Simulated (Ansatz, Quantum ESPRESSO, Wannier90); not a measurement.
# straight Sb chain, spacing 2.56 Å: Wannier functions and conductance, part 5 of 5

Wanted: localised orbitals and the quantum conductance of this wire: straight Sb chain, spacing 2.56 Å.

Quantum ESPRESSO 7.5 and Wannier90 3.1.0; plane-wave DFT, PBE, PseudoDojo norm-conserving pseudopotentials; cross-check by Ansatz 0.2.0 with PAW datasets.

So far. Step 6 (Wannier functions and transport): Bands and channels are those of the Wannier model: bands that were not projected, and all outside the frozen window, are missing or only approximate. Step 10 (Neighbour list from wannier90 -pp, with num_wann = 5): Each Wannier function needs a starting projection, or random ones must be asked for.

**11. Cross-check with Ansatz**

As a check, the same structure is run in Ansatz.

Level of this step: plane-wave DFT, PBE, Ansatz PAW (Ansatz 0.2.0).

System of this step: straight Sb chain, spacing 2.56 Å, 2 periods. The cell holds 2 atoms: 2 Sb. Cell: a = 8.000 Å, b = 8.000 Å, c = 5.115 Å, α = 90.0°, β = 90.0°, γ = 90.0°. Vacuum lies along a and b. The structure's axis is c.

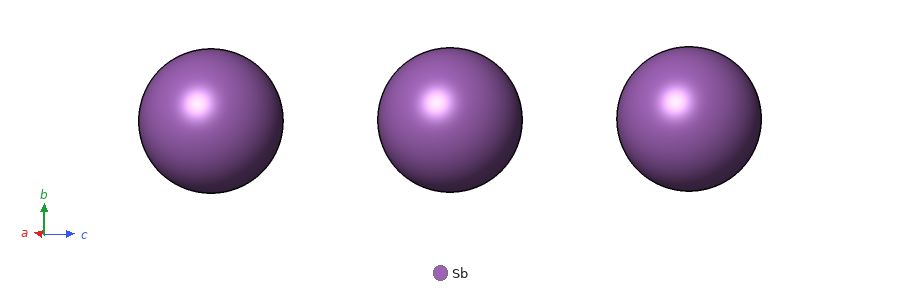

The cell of this step (antimony purple). Some periodic images of atoms are drawn too.

The input, input.yaml:

```yaml
crystal:
  lattice:
    - [8.0, 0.0, 0.0]
    - [0.0, 8.0, 0.0]
    - [0.0, 0.0, 5.115]
  atoms:
    - { symbol: Sb, position: [0.0, 0.0, 0.0] }
    - { symbol: Sb, position: [0.0, 0.0, 0.5] }
kpoints:
  mp_grid: { grid: [1, 1, 14] }
hamiltonian:
  xc: pbe
scf:
  occupations: { method: fermi_dirac, width: 0.05 }
  convergence: { dr2_threshold: 1.0e-08 }
output:
  transmission:
    leads: [[0, 0]]
    e_range: [-4.0, 2.0]
    de: 0.05
    kmesh: [1, 1]
    reduced_basis: true
```

The run is started by

```
> ansatz run input.yaml --threads 2 --pin off --max-ram 4096MiB --backend cpu --events-out ev --progress --plain --runs-dir out
```

Numbers of over 12 decimals in the logs are rounded to 6 here.

Output:

```text
Engine: ansatz 0.2.0, aarch64-unknown-linux-gnu
Pseudopotentials: kind: paw
Pseudopotential: Sb, paw, valence charge 15, recommended cutoff 420 eV (normal), Sb.paw.azcp
Functional definition: PBE
  parameter kappa = 0.804
  parameter beta = 0.066725
  exchange = pbe_x(kappa = kappa, mu = beta*pi^2/3)
  correlation = pbe_c(beta = beta)
Crystal: 2 atoms, lattice volume = 327.360 Å³
Basis set: ecut = 420 eV, 6393 PW (Γ)
Bands: 19, of which v1, the nominal top of the filled ones, is band 15 counted from 1 (14 counted from 0)
Symmetry: 32 space group operations
Space group: P4/mmm (ITA 123), of the structure as read, at distance tolerance 6.9e-5 Å
k-points: 8 of 14
Non-local potential: Sb, projectors of the file, l = 0: 2, l = 1: 2, l = 2: 2, l = 3: 2
PAW form: soft (Blöchl's): semilocal exchange-correlation on the pseudo side does not see the compensation charge
PAW one-centre angular grid: Sb, 590 points (default); XC on 64 Gauss nodes
Initial density: superposition of atomic densities (neutral atoms: chi_scale 0, normalization atom), corrected by the library's trained network
Initial wavefunctions: pseudopotential atomic-orbital guess
Functional: x = pbe(κ = 0.804, μ = 0.219515), c = pbe(β = 0.066725)
SCF iter   1: F=—  HF=-12966.433646 eV  |F-HF|=—  |Δ(HF+E_count)|=         —  Δρ=2.16e-3  dr2=2.22e-2  ethr=1.77e-3  ⟨swp⟩=7.2  Hψ=833  notcnv=0
preconditioner: auto → LDOS  [insulator: Δε(μ)=0.494 eV  Ē_g=7.345 eV  σ=0.050 eV  W_gap=0.75  n_scr=38 (ndim 8)  ℏωp=6.5 eV  f_vac=0.681  D(μ)=2.15/eV (n_scr^D=4)  ε∞_Penn≈1.8  β→1.0]
SCF iter   2: F=—  HF=-12966.428075 eV  |F-HF|=—  |Δ(HF+E_count)|=   5.57e-3  Δρ=8.08e-4  dr2=1.78e-3  ethr=7.39e-5  ⟨swp⟩=4.1  Hψ=410  notcnv=0
SCF iter   3: F=—  HF=-12966.428370 eV  |F-HF|=—  |Δ(HF+E_count)|=   2.95e-4  Δρ=1.74e-4  dr2=1.01e-4  ethr=5.95e-6  ⟨swp⟩=3.0  Hψ=304  notcnv=0
SCF iter   4: F=—  HF=-12966.428452 eV  |F-HF|=—  |Δ(HF+E_count)|=   8.17e-5  Δρ=7.74e-5  dr2=1.48e-5  ethr=3.36e-7  ⟨swp⟩=2.0  Hψ=273  notcnv=0
SCF iter   5: F=—  HF=-12966.428444 eV  |F-HF|=—  |Δ(HF+E_count)|=   8.13e-6  Δρ=7.77e-6  dr2=3.90e-7  ethr=4.93e-8  ⟨swp⟩=2.0  Hψ=273  notcnv=0
SCF iter   6: F=—  HF=-12966.428474 eV  |F-HF|=—  |Δ(HF+E_count)|=   3.05e-5  Δρ=1.84e-6  dr2=1.58e-8  ethr=1.30e-9  ⟨swp⟩=2.0  Hψ=195  notcnv=0
SCF iter   7: F=-12966.428474 eV  HF=-12966.428474 eV  |F-HF|=3.09e-10  |Δ(HF+E_count)|=   1.88e-9  Δρ=4.46e-7  dr2=9.13e-10  ethr=3.33e-11  ⟨swp⟩=4.8  Hψ=463  notcnv=0
SCF 1 converged in 7 iterations: F = -12966.428474 eV  dr2 = 9.13e-10
  greatest PAW one-centre occupation: 0.996 electrons in one spin orbital (limit 2), on the Sb atom at site 1 (counted from 0), in its partial waves of l = 2
transmission: 7 of 42 steps passed
transmission: 14 of 42 steps passed
[...]
transmission: 42 of 42 steps passed
SCF converged after 7 iterations
Free energy (F): -12966.428474 eV
Harris-Foulkes:  -12966.428474 eV  (|F-HF|=3.09e-10)
Internal energy: -12966.412346 eV  (E = F + TS)
E sigma→0 (E₀):  -12966.420410 eV
Entropy (-TS):   -0.016128 eV (-8.064 meV/atom)
Fermi energy:    -2.160020 eV
--- Per-component energies (eV) ---
  E_band       = -685.285807
  E_kinetic    = 414.505422
  E_local      = -7264.267273  (includes V_loc(G=0)·N_el)
  E_nonlocal   = 724.885339
  E_hartree    = 3309.334105
  E_xc         = -275.434007
  E_vxc        = -190.309858  (∫ρ·V_xc dr)
  E_paw        = -9150.674040  (= ΣΔE_a)
  E_vpaw       = -988.770011  (= ΣTr[D̂ρ^β])
  E_aug_tail   = -0.000003  (compensation charges beyond the density's cutoff)
  E_ewald      = -724.761889
  E_smearing   = -0.016128  (= −TS)
  E_closure    = 0.000000  (closes the sum)
  Σ components = -12966.428474   (vs F -12966.428474, Δ=0.00e0)
--- Band table (eV; the first three rows and the last of 8) ---
  k-point 0: bands = [... 11 lower, -7.0442, -6.8219, -4.2431, -4.2431, 0.3781, 0.3781, 1.1249, 2.4436]
  k-point 1: bands = [... 11 lower, -7.8320, -5.9633, -4.2097, -4.2097, 0.2250, 0.2250, 1.1529, 2.4723]
  k-point 2: bands = [... 11 lower, -8.6491, -4.9349, -4.1098, -4.1098, -0.1618, -0.1618, 1.2367, 2.5584]
  k-point 7: bands = [... 11 lower, -11.6738, -2.6691, -2.6691, -2.6691, -2.6691, 1.0637, 1.0637, 2.6311]
--- Transmission ---
  basis      : 561 plane waves across, 7 finite elements along
  points     : 1, standing for a mesh of 1 x 1
  energies   : 121 from -4.000000 to 2.000000 eV about the Fermi level, 0.050000 eV apart; the leads are filled to 0.000000 eV, and channels, transmission and decay are at 0.000000 eV
  crystal 0  : Sb2, at the sites [0, 0], period 5.1150 Å: whole cells are its period
    offset         : up to 0.0000 Å between an atom of the period and one for which it stands
    channels       : 3.000000e0 a spin
    conductance    : none, the energies end too early or step too widely for 300 K: set another output.transmission.e_range or a lower de, or, where they end at an eighth of basis.ecutwfc, a higher one
```

Elapsed: 31 s, on 2 threads of Arm Neoverse V1, shared host; peak memory 0.52 GiB; 60 s of CPU time.

Numbers from this step:

```
free energy                                : -12966.4285 eV
energy at zero smearing                    : -12966.4204 eV
smearing term TS                           : 0.01613 eV
Fermi energy                               : -2.160 eV
symmetry operations                        : 32
lead channels at the Fermi level, one spin : 3
```

Per spin. Table of open channels by energy, zero at the Fermi level:

```csv
energy (eV),open channels
-4.000,1
-3.500,1
-3.000,1
-2.500,1
-2.000,3
-1.500,3
-1.000,3
-0.500,3
0.000,3
0.500,3
1.000,3
1.500,3
2.000,3
```

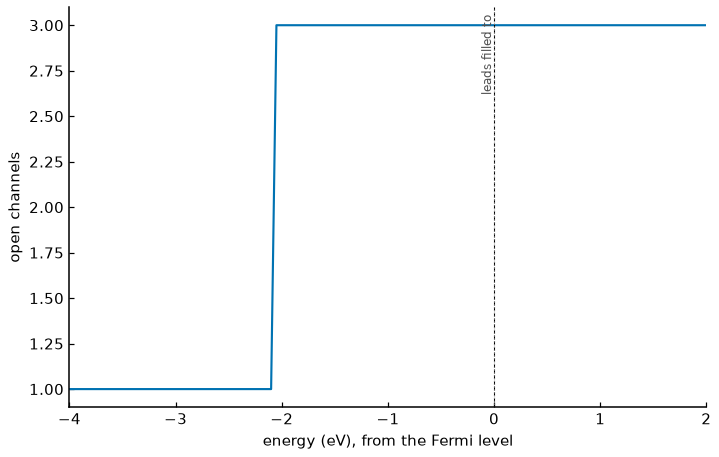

Open channels, plotted against energy.

**12. The arithmetic**

3 channels × 77.48 µS = 232 µS, a two-terminal resistance of 12.906/3 = 4.30 kΩ whatever the wire's length, as long as nothing scatters.

**13. What came out**

```yaml
open_channels_at_the_fermi_level_per_spin: 3
total_spread: 9.39 Å²
gauge_invariant_spread: 7.31 Å²
largest_band_misfit_in_the_frozen_window: 0.143 eV
channels_at_the_fermi_level_by_ansatz: 3
```

What this shows: The wire offers 3 channels per spin at the Fermi level. Between -4 and 1.5 eV the channel count from Wannier functions equals that from Ansatz's layer matching at 99 % of the energies; outside the frozen window the Wannier bands are not held to the plane-wave ones. The interpolated bands miss plane-wave levels by up to 0.14 eV between mesh points, so steps of the conductance can sit that far off. The wire is perfect, so the conductance only counts bands: each channel, with its partner of the other spin, carries G₀ = 2e²/h. It was run without spin polarisation, which was not tested. Spin-orbit coupling is left out; depending on the atoms that carry the levels of interest, it can split and shift them by tens to hundreds of meV.

[Logs are printed without paths, hosts, clocks, repeated set-up lines and the standing remarks that a program may print on its own settings, such as how far it seeks lower states.]

[Hosts, paths, dates, database ids (printed as entryN), source tags and the programs' standing remarks are cut or masked in the printed files.]

[Maps of the electrostatic potential energy from Ansatz leave out the sawtooth potential of an applied field or a dipole correction, so their vacuum need not be flat; planar profiles and work functions include it.]
